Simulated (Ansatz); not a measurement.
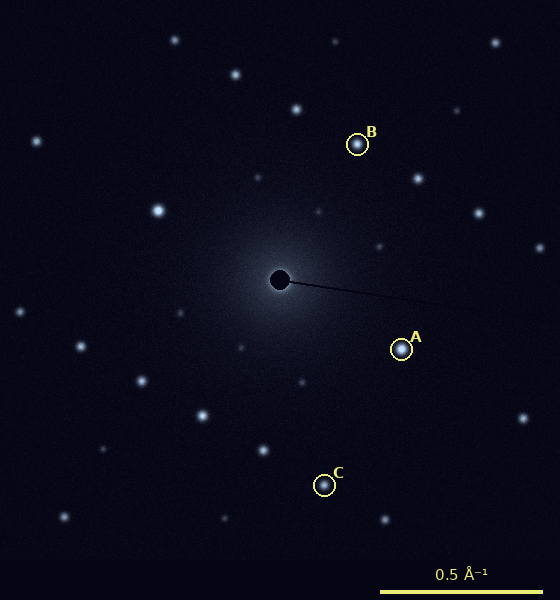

Simulated selected-area electron diffraction pattern (120 kV, kinematic approximation, thin crystal, B = 0.5 Å² for all atoms). The zone axis points towards the electron source and the pattern is seen from the source side.

The sample is NiGe, space group Pmma (No. 51), a = 4.62 Å, b = 2.78 Å, c = 4.14 Å. Structure: coordinates from a relaxation with DFT PBE, scalar-relativistic, plane waves, PAW in Ansatz 0.2.0; the starting structure was generated, so it need not be a known form of this composition.

Spot A is indexed -2 0 0 and spot B 0 0 2.

**What are the indices of the remaining marked spot?**

C = A − B = -2 0 -2 (d = 1.542 Å).

**Give [uvw].**

The cross product of A and B is parallel to [010]; every spot obeys hu + kv + lw = 0.

**What are the spacings of A and B and the angle between them?**

d(A) = 2.311 Å, d(B) = 2.070 Å, and the angle is 90.0°.
